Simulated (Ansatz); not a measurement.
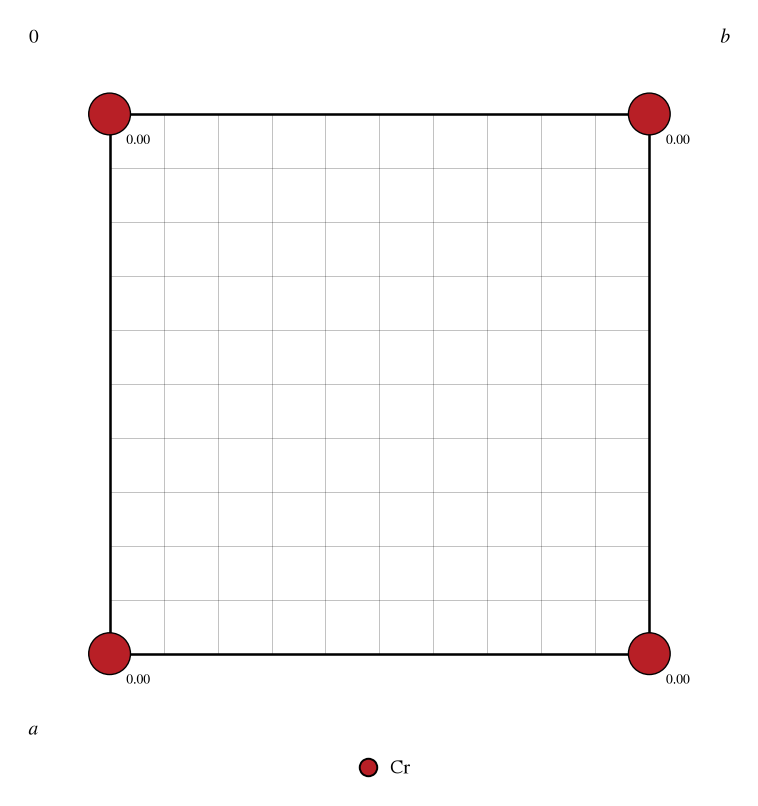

Plan of a unit cell projected along c (a down the page, b across); the numbers are heights as fractions of c, and atoms on the cell's edges are repeated. The grid marks tenths of a and b. Source: the input geometry of an electronic-structure calculation (not necessarily at equilibrium); the starting structure was generated, so it need not be a known form of this composition. All values are computed from the atomic coordinates in the standard setting (tolerance 0.002 Å).

a = 2.307 Å, b = 2.307 Å, c = 2.307 Å, α = 90.00°, β = 90.00°, γ = 90.00°.

Question: What does the cell contain?

Answer: 1 Cr: Cr, Z = 1.

Question: Which space group?

Answer: No. 221, Pm-3m, primitive cubic.

Question: Give the fractional coordinates of all atoms, to two places.

Answer:
| atom | x | y | z |
| --- | --- | --- | --- |
| Cr | 0.00 | 0.00 | 0.00 |
